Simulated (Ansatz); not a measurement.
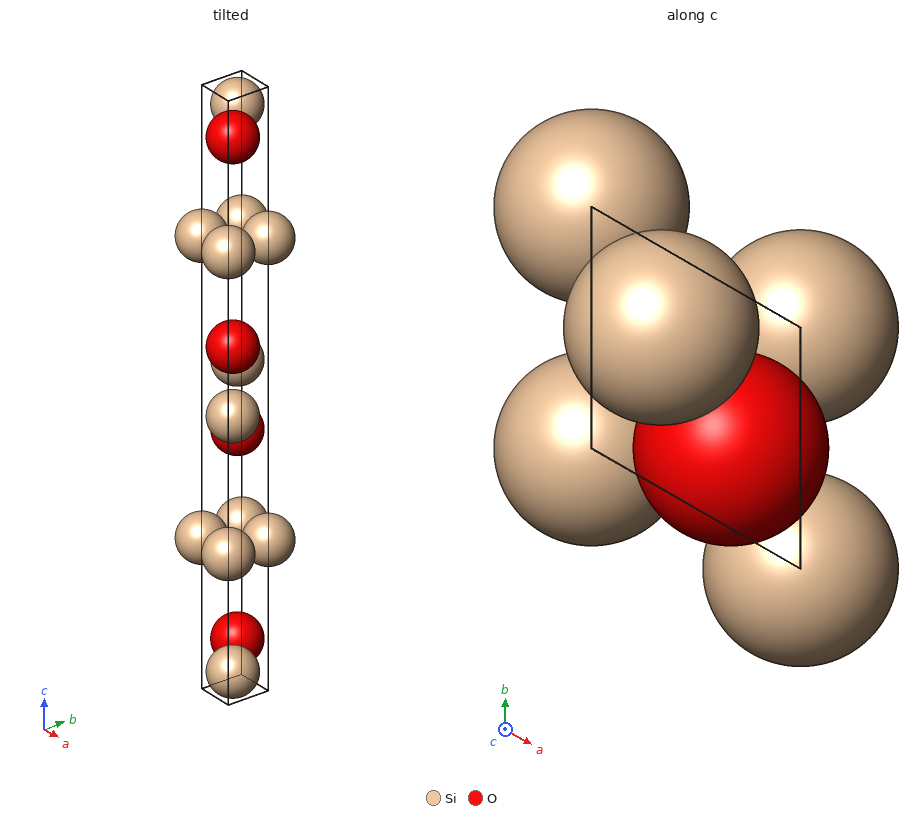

Structure drawing (space-filling), viewed slightly off an axis and along the c axis. The wireframe shows the conventional unit cell. Cell: a = 2.72 Å, b = 2.72 Å, c = 25.52 Å, α = 90.00°, β = 90.00°, γ = 120.00°.

Origin of the cell: a structure type filled with these elements by a generator (whether the compound takes this form wasn't checked). Earlier steps of the study, as a rule a relaxation of our own, may have changed the cell and positions, so they can lie some per cent off the listed ones. Ansatz was used for an electronic-structure calculation on it.

> In words:

The stoichiometry is Si₃O₂. The space group is P6_3/mmc (No. 194); the lattice is primitive hexagonal. It has 10 atoms to the cell (6 Si, 4 O).

Level of theory: DFT PBE, scalar-relativistic, plane waves, PAW (Ansatz). Settings were a kinetic-energy cutoff of 420 eV, k-grid 18×18×2, Gaussian smearing of 0.1 eV, no spin polarisation.

> What does the calculation say: metal or gapped?

A metal: bands cross the Fermi level.

> How charged are the atoms, by the Bader scheme?

Si 0.00 to +1.64 e; O -1.63 e.

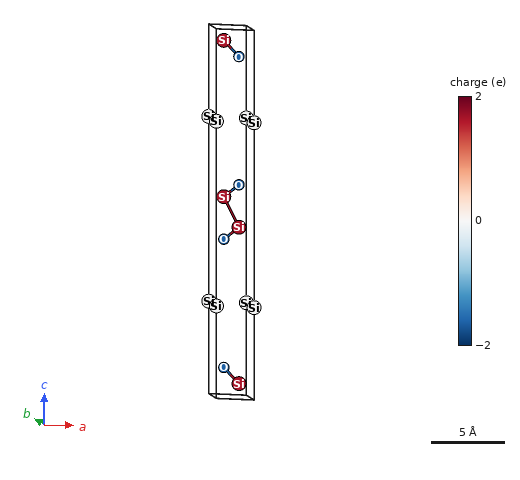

The atoms coloured by those charges. The run's cell of 10 atoms is drawn.

> Is the structure in equilibrium?

Yes. All forces vanish to within 0.01 eV/Å. The pressure is 0.0 GPa, close to zero.
